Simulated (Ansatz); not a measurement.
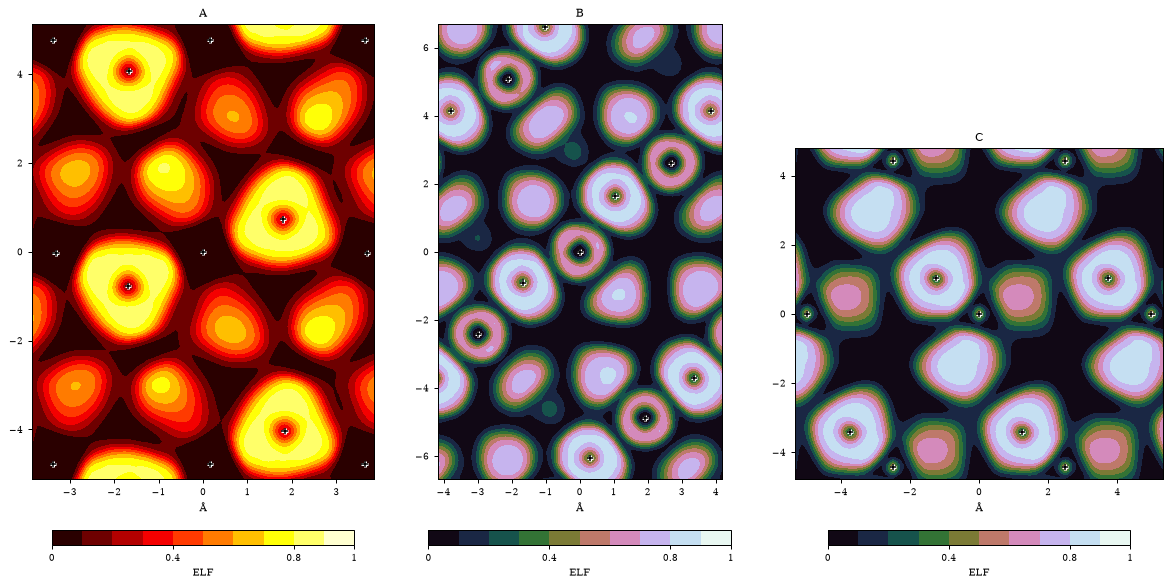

The ELF of 3 systems, each on a plane through atoms (crosses mark nuclei in the plane).

Theory: DFT PBEsol, scalar-relativistic, plane waves, PAW (Ansatz).

System 1: Ti9O20 (cell charge −1, with a compensating background) (cell with a defect), the (110) plane of the calculation cell. Spin-polarised.

```yaml
crystal:
  lattice:
    - [-5.65319, 1.88440, -4.77915]
    - [-1.88440, -5.65319, 4.77915]
    - [1.88440, 5.65319, 4.77915]
  atoms:
    - { symbol: Ti, position: [0.99663, 0.99470, 0.99950] }
    - { symbol: Ti, position: [0.80630, 0.20494, 0.59909] }
    - { symbol: Ti, position: [0.59578, 0.40181, 0.19652] }
    - { symbol: Ti, position: [0.20593, 0.80214, 0.40613] }
    - { symbol: Ti, position: [0.69464, 0.55697, 0.66183] }
    - { symbol: Ti, position: [0.30670, 0.93833, 0.84427] }
    - { symbol: Ti, position: [0.10793, 0.16894, 0.46296] }
    - { symbol: Ti, position: [0.90127, 0.35076, 0.05041] }
    - { symbol: Ti, position: [0.49603, 0.73923, 0.23255] }
    - { symbol: O, position: [0.71292, 0.75975, 0.85887] }
    - { symbol: O, position: [0.30284, 0.16647, 0.06430] }
    - { symbol: O, position: [0.08965, 0.34841, 0.64723] }
    - { symbol: O, position: [0.90128, 0.55798, 0.25824] }
    - { symbol: O, position: [0.49974, 0.96372, 0.46477] }
    - { symbol: O, position: [0.60638, 0.61256, 0.42119] }
    - { symbol: O, position: [0.19504, 0.01609, 0.60690] }
    - { symbol: O, position: [0.99358, 0.20593, 0.20674] }
    - { symbol: O, position: [0.80931, 0.41523, 0.81332] }
    - { symbol: O, position: [0.40128, 0.84968, 0.04925] }
    - { symbol: O, position: [0.70238, 0.33629, 0.43758] }
    - { symbol: O, position: [0.30214, 0.75434, 0.64181] }
    - { symbol: O, position: [0.09982, 0.93692, 0.23481] }
    - { symbol: O, position: [0.90161, 0.14356, 0.84301] }
    - { symbol: O, position: [0.50122, 0.54220, 0.05312] }
    - { symbol: O, position: [0.40157, 0.35188, 0.55242] }
    - { symbol: O, position: [0.01052, 0.79378, 0.78868] }
    - { symbol: O, position: [0.79220, 0.98002, 0.38479] }
    - { symbol: O, position: [0.59982, 0.19455, 0.98590] }
    - { symbol: O, position: [0.20251, 0.58830, 0.19523] }
```

System 2: Al5O8 (cell with a defect), the (110) plane of the calculation cell. Spin-polarised.

```cif
data_structure
_symmetry_space_group_name_H-M 'P 1'
_symmetry_Int_Tables_number 1
_cell_length_a 7.0148
_cell_length_b 7.0148
_cell_length_c 7.0148
_cell_angle_alpha 85.772
_cell_angle_beta 85.772
_cell_angle_gamma 85.772
_cell_volume 342.49
loop_
_atom_site_label
_atom_site_type_symbol
_atom_site_fract_x
_atom_site_fract_y
_atom_site_fract_z
_atom_site_occupancy
Al1 Al 0.64849 0.64584 0.14946 1
Al2 Al 0.64615 0.14935 0.64825 1
Al3 Al 0.14967 0.64819 0.64598 1
Al4 Al 0.33579 0.33548 0.33557 1
Al5 Al 0.84935 0.85082 0.35518 1
Al6 Al 0.85113 0.35507 0.84911 1
Al7 Al 0.35534 0.84903 0.85097 1
Al8 Al 0.64619 0.64593 0.64604 1
Al9 Al 0.14630 0.14358 0.65044 1
Al10 Al 0.14385 0.65033 0.14609 1
Al11 Al 0.65065 0.14595 0.14356 1
Al12 Al 0.85172 0.85142 0.85154 1
Al13 Al 0.34546 0.35018 0.86024 1
Al14 Al 0.35046 0.86009 0.34531 1
Al15 Al 0.86043 0.34508 0.35020 1
O1 O 0.40228 0.59623 0.74970 1
O2 O 0.90260 0.09762 0.75502 1
O3 O 0.90061 0.59358 0.24963 1
O4 O 0.42024 0.09426 0.25737 1
O5 O 0.40303 0.25024 0.59422 1
O6 O 0.90245 0.74765 0.59885 1
O7 O 0.88123 0.26688 0.09757 1
O8 O 0.40642 0.75482 0.09623 1
O9 O 0.59652 0.74952 0.40209 1
O10 O 0.09457 0.25723 0.42000 1
O11 O 0.09793 0.75493 0.90245 1
O12 O 0.59393 0.24959 0.90041 1
O13 O 0.74980 0.40199 0.59629 1
O14 O 0.24993 0.90036 0.59378 1
O15 O 0.25760 0.41994 0.09442 1
O16 O 0.75522 0.90228 0.09772 1
O17 O 0.25056 0.59409 0.40289 1
O18 O 0.75515 0.09610 0.40621 1
O19 O 0.74797 0.59868 0.90226 1
O20 O 0.26722 0.09755 0.88100 1
O21 O 0.59447 0.40270 0.25030 1
O22 O 0.09789 0.88076 0.26711 1
O23 O 0.09643 0.40608 0.75494 1
O24 O 0.59898 0.90217 0.74778 1
```

System 3: SiO2, the (011) plane of the conventional cell. Space group I-42d; a structure from a database of computed crystals, not necessarily the ambient phase.

```
Si O
1.0
     4.98175    0.00000    0.00000
     0.00000    4.98175    0.00000
     0.00000    0.00000    7.33543
Si O
4 8
Direct
  0.00000 0.00000 0.00000
  0.50000 0.50000 0.50000
  0.00000 0.50000 0.25000
  0.50000 0.00000 0.75000
  0.09643 0.25000 0.12500
  0.59643 0.75000 0.62500
  0.25000 0.59643 0.37500
  0.75000 0.09643 0.87500
  0.75000 0.40357 0.37500
  0.25000 0.90357 0.87500
  0.40357 0.25000 0.62500
  0.90357 0.75000 0.12500
```

Q: Which map belongs to which system?

A: Panel A is system 2, Al5O8: the plane holds Al and O. Al–O (1.80 Å): the ELF peaks at about 0.90 in the valence shell of O, 0.7 Å from its nucleus, and is about 0.85 at the midpoint. Panel B is system 1, Ti9O20: the plane holds Ti and O. Ti–O (1.84 Å): the ELF peaks at about 0.85 in the valence shell of O, 0.6 Å from its nucleus, and is about 0.25 at the midpoint: no localised pair shows between them. Panel C is system 3, SiO2: the plane holds Si and O. Si–O (1.62 Å): the ELF peaks at about 0.85 between the atoms, as expected for a short, strongly polar bond.
